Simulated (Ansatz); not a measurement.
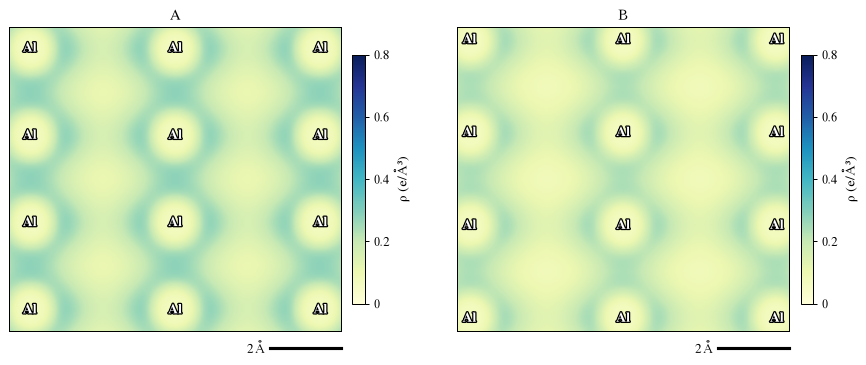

Al. The valence electron density of two cells that differ in size and shape, on the (100) plane of each (indices in the axes of the calculation cell), at one length scale and on one colour scale: B has 20.8 Å³ an atom and A 17.5.

Space group P6/mmm; a generated structure, not necessarily the stable one.

Theory: Kohn-Sham DFT of a periodic cell, r2SCAN, Ansatz PAW in Ansatz 0.2.0.

The density is the valence pseudo-density of a PAW calculation; it isn't the true density close to the nuclei.

### What does the compression do to the bonding and the properties?

From the larger cell to the smaller, Al–Al goes from 2.60 to 2.44 Å, and the density at its midpoint from 0.24 to 0.28 e/Å³; the pressure goes from 10 to 30 GPa.
